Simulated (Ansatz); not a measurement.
**Zn15S17 (cell with a defect): density, localisation and related maps**

```cif
data_structure
_symmetry_space_group_name_H-M 'P 1'
_symmetry_Int_Tables_number 1
_cell_length_a 9.4264
_cell_length_b 9.4264
_cell_length_c 9.4264
_cell_angle_alpha 109.471
_cell_angle_beta 109.471
_cell_angle_gamma 109.471
_cell_volume 644.78
loop_
_atom_site_label
_atom_site_type_symbol
_atom_site_fract_x
_atom_site_fract_y
_atom_site_fract_z
_atom_site_occupancy
S1 S 0.25018 0.25033 0.58026 1
Zn1 Zn 0.49157 0.25034 0.24263 1
Zn2 Zn 0.75061 0.25034 0.00030 1
Zn3 Zn 0.00027 0.50542 0.49532 1
Zn4 Zn 0.25002 0.49183 0.24258 1
Zn5 Zn 0.99851 0.25020 0.75499 1
Zn6 Zn 0.74953 0.74985 0.49986 1
Zn7 Zn 0.50183 0.50191 0.00695 1
Zn8 Zn 0.75534 0.49987 0.74513 1
Zn9 Zn 0.99455 0.74547 0.24009 1
Zn10 Zn 0.50576 0.00094 0.49554 1
Zn11 Zn 0.25001 0.75062 0.00006 1
Zn12 Zn 0.74465 0.99466 0.23980 1
Zn13 Zn 0.49960 0.75512 0.74504 1
Zn14 Zn 0.00853 0.00872 0.00114 1
Zn15 Zn 0.25013 0.99845 0.75519 1
S2 S 0.25027 0.98611 0.50133 1
S3 S 0.50036 0.00226 0.24651 1
S4 S 0.75146 0.99962 0.99602 1
S5 S 0.98487 0.24992 0.50060 1
S6 S 0.25001 0.25033 0.24087 1
S7 S 0.99816 0.99824 0.74482 1
S8 S 0.74852 0.49823 0.49461 1
S9 S 0.50201 0.25017 0.99671 1
S10 S 0.74773 0.25033 0.74973 1
S11 S 0.00216 0.50108 0.24673 1
S12 S 0.49788 0.74886 0.49461 1
S13 S 0.25008 0.50221 0.99671 1
S14 S 0.75254 0.75284 0.25226 1
S15 S 0.51507 0.51495 0.76596 1
S16 S 0.99961 0.75183 0.99618 1
S17 S 0.24997 0.74754 0.74946 1
```

Level of theory: DFT PBE, scalar-relativistic, plane waves, PAW in Ansatz 0.2.0.

Core electrons are frozen (PAW), and the valence fields are smoothed inside the atomic spheres.

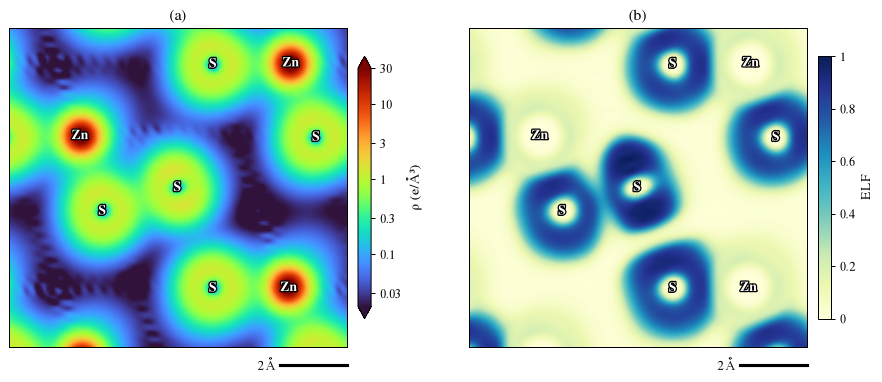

Figure 1. (a) valence electron density; (b) electron localisation function on the (010) plane of the calculation cell.

### Read the bonding off the picture.

- The section cuts through S and Zn sites.
- Zn–S (2.27 Å): the density is about 0.55 e/Å³ at the midpoint; the ELF peaks at about 0.85 in the valence shell of S, 0.9 Å from its nucleus, and is about 0.55 at the midpoint.
- S–S (2.36 Å): the density is about 0.56 e/Å³ at the midpoint; the ELF peaks at about 0.80 in the valence shell of S, 0.8 Å from its nucleus, and drops to about 0.60 between the two atoms.
- Zn–S (2.33 Å): ρ at the midpoint is about 0.51 e/Å³; the ELF peaks at about 0.90 in the valence shell of S, 0.9 Å from its nucleus, and is about 0.55 at the midpoint.
- Zn–S (2.35 Å): ρ is about 0.48 e/Å³ halfway; the ELF peaks at about 0.90 in the valence shell of S, 0.9 Å from its nucleus, and is about 0.55 at the midpoint.
- The density dies away to nearly zero in the voids.
- The ELF also peaks beside S, away from the bonds: lone-pair regions.

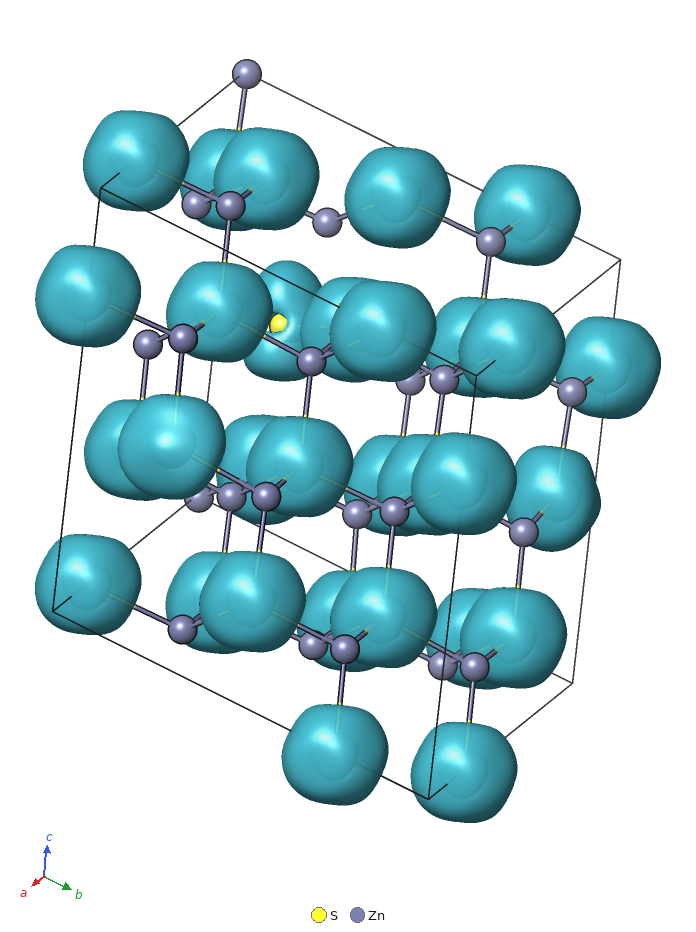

Figure 2. Isosurface of the ELF at 0.7 (cyan), seen slightly off an axis. Only the valence region is drawn (cores and ρ < 0.01 e/Å³ removed). Sticks mark near contacts.

### Describe the localisation domains.

The ELF exceeds this value in 17 regions wrapped around S (the valence shell of each), counted in one cell of 32 atoms. Regions shared between cells count once. Along the contacts the grid gives the following. S–S (2.35 Å): the ELF peaks at about 0.80 in the valence shell of S, 0.8 Å from its nucleus, and drops to about 0.60 between the two atoms.

### Metal or insulator at this level of theory?

It is gapped, with a Kohn–Sham gap of 1.6 eV on the k-point mesh (the band edges may lie off the mesh, which would make the gap smaller).
